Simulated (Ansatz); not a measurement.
A series of calculations on LiNbO3

Part 1: Relaxation

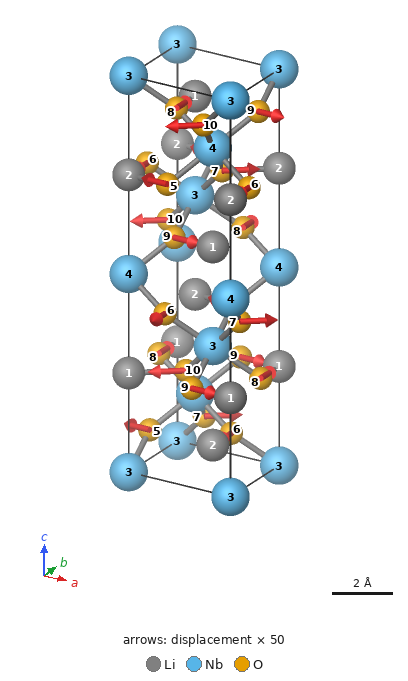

A relaxation of crystalline LiNbO3 (set up in R-3c). The starting structure is drawn; red arrows show the displacements, magnified 50 times.

The picture is a ball-and-stick view of the conventional cell (3 times the calculation's cell), seen slightly off an axis. Lengths and directions refer to the drawn axes.

Case: volume × 0.97, shape and atoms relaxed.

Computed with Ansatz, DFT PBE, scalar-relativistic, plane waves, PAW. Set-up: plane-wave cutoff 420 eV; k-point mesh 6 × 6 × 6; occupations gaussian; smearing width 0.02 eV; no spin polarisation; cell relaxed at fixed volume; force threshold 0.01 eV/Å; at most 30 steps.

Describe the change and its energy.

Over 3 accepted moves (4 points after the start) the energy falls by 1.9 meV per atom. The largest force component goes from 0.24 to 0.00054 eV/Å. Pressure: 6.75 GPa at the start and 4.84 GPa at the end. At 1 point the geometry stayed and the basis and grid were re-selected for the new cell (energy shift of less than 0.05 meV per atom at most each time). The largest moves relative to the cell, 0.027 Å, are those of O5, O6, O7, O8, O9 and O10. O10 goes along [−1 −1 0]. Nb and Li stay in place. The drawn cell changes at constant volume: a = b 5.170 → 5.169 Å (0.0 %), c 13.654 → 13.658 Å (0.0 %). Near-neighbour distances that change, for instance: Li1–O10 1.966 → 1.939 Å, Nb3–O10 1.976 → 1.984 Å. The space group stays R-3c (No. 167). Cost: 41 s on 2 threads of Arm Neoverse N1, on a shared host, peak memory 0.47 GiB.

Part 2: Relaxation

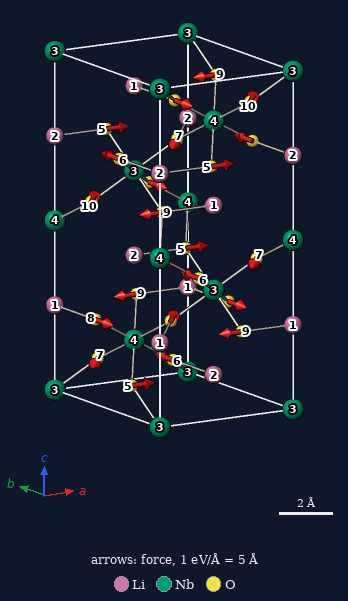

Starting geometry of a crystal of LiNbO3 (set up in R-3c) with the computed forces as red arrows. The picture is a ball-and-stick view of the conventional cell (3 times the calculation's cell), seen from a free direction. Lengths and directions refer to the drawn axes.

Case: volume × 1.06, shape and atoms relaxed.

Theory: DFT PBE, scalar-relativistic, plane waves, PAW (Ansatz 0.2.0). Settings: plane-wave cutoff 420 eV; k-point mesh 6 × 6 × 6; occupations gaussian; smearing width 0.02 eV; no spin polarisation; cell relaxed at fixed volume; force threshold 0.01 eV/Å; at most 30 steps.

### What follows when this structure is relaxed?

It isn't relaxed: the largest force vector, on O atoms, is 0.19 eV/Å. The atoms end up moving mostly along the starting forces (cosine between the two patterns 1.00). Over 2 accepted moves (3 points after the start) the energy falls by 1.9 meV per atom. Largest force component: 0.19 eV/Å at the start, 0.0051 eV/Å at the end. The pressure goes from −9.01 to −7.31 GPa. The SCF was repeated once at an unchanged geometry on a basis and grid sized afresh for the cell, which shifted the energy by less than 0.05 meV per atom at most. The largest moves relative to the cell, 0.032 Å, are those of O5, O6, O7, O8, O9 and O10. O9 goes along −a. Li and Nb stay in place. The drawn cell changes at constant volume: a = b 5.328 → 5.334 Å (+0.1 %), c 14.047 → 14.017 Å (−0.2 %). Among the contacts that change: Li1–O10 2.055 → 2.089 Å, Nb3–O10 2.026 → 2.017 Å. The space group stays R-3c (No. 167).

Part 3: A change

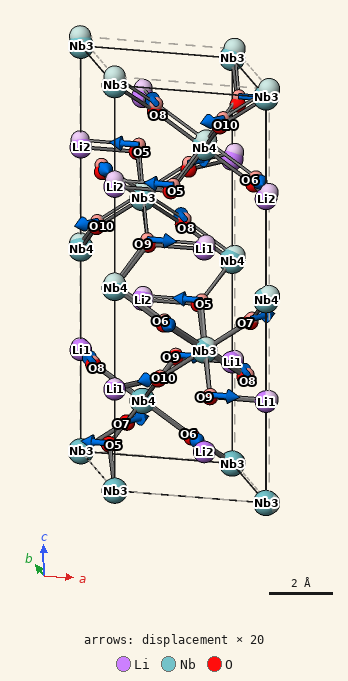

Crystalline LiNbO3 (set up in R-3c), drawn pale, and a changed version of it, drawn solid. The blue arrows show how the atoms are displaced (without the part that the change of the cell carries along), magnified 20 times. A ball-and-stick model of the conventional cell (3 times the calculation's cell), seen slightly off an axis. Lengths and directions refer to the drawn axes.

Method: Ansatz 0.2.0, DFT PBE, scalar-relativistic, plane waves, PAW. Settings: plane-wave cutoff 420 eV; k-point mesh 6 × 6 × 6; occupations gaussian; smearing width 0.02 eV; no spin polarisation.

Question: Describe the change and its computed effect.

Answer: The volume is changed by −6.0 %. The cell's shape and the atoms are relaxed at that volume. The energy rises by 20.3 meV per atom. The pressure goes from 0.0 to 10.5 GPa. The volume changes by −6.0 %, with a = b 5.222 → 5.117 Å (−2.0 %), c 13.793 → 13.508 Å (−2.1 %). The largest moves relative to the cell, 0.051 Å, are those of O5, O6, O7, O8, O9 and O10. O5 goes along −a. Nb and Li stay in place. Among the bonded contacts that change: Li–O 1.986 → 1.895 Å, Nb–O 1.996 → 1.972 Å. The space group stays R-3c (No. 167).
